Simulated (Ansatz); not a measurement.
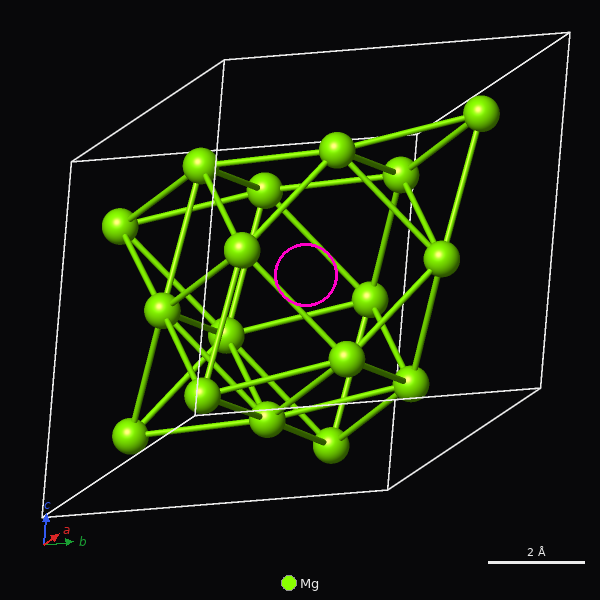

View from a general direction, drawn as a ball-and-stick model. The wireframe shows the supercell. The host is Mg, in a cell of 18 sites, and the cell is neutral. A ring marks the defect's site.

Identify the point defect.

Answer. A magnesium vacancy. Around the empty site lie twelve Mg at about 3.1 to 3.2 Å.

The atoms were relaxed in the host's cell with Ansatz 0.2.0, DFT PBE, scalar-relativistic, plane waves, PAW.
